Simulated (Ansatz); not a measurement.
Start from this file.

```xyz
8
Lattice="3.1807 0.0000 0.0000 0.0000 3.1807 0.0000 0.0000 0.0000 24.8719" Properties=species:S:1:pos:R:3 pbc="T T T"
N     0.0000    1.5904    8.4601
Ga    1.5904    1.5904    9.5847
N     1.5904    0.0000   10.7093
Ga    0.0000    0.0000   11.8338
N     0.0000    1.5904   12.9803
Ga    1.5904    1.5904   14.0859
N     1.5904    0.0000   15.2330
Ga    0.0000    0.0000   16.4118
```

Give a crystallographic description of this input.

Answer. The material is GaN. Atoms per cell: 8 (4 Ga, 4 N). The coordination, counted out to bonding distance, is Ga 2 to 4 (mean 3.5) and N 2 to 4 (mean 3.5). The bonds build GaN layers parallel to (001).

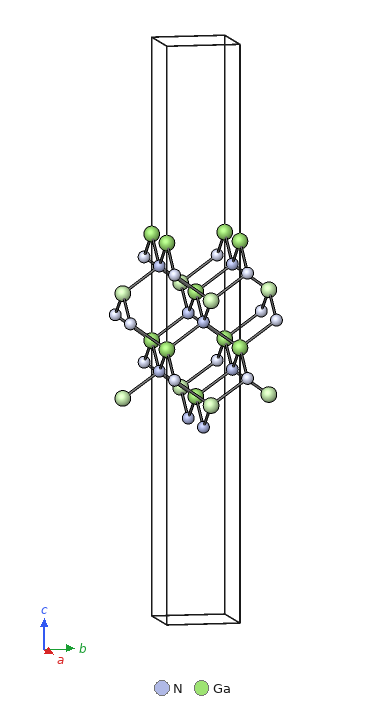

Drawn in the ball-and-stick manner and seen slightly off an axis. The parallelepiped is the simulation cell. Neighbours across the faces are drawn wherever a bond reaches them, in fainter colours. Colours: gallium green, nitrogen light blue.

The model was built from a structure listed in the Materials Project, from which a slab was cut. The atoms were relaxed in a fixed cell with DFT PBEsol, scalar-relativistic, plane waves, PAW in Ansatz 0.2.0, but for four held in place.

At this level of theory the run's own cell isn't at rest (forces up to 1.8 eV/Å), so its distances can differ from those at equilibrium, the more so the softer the solid.
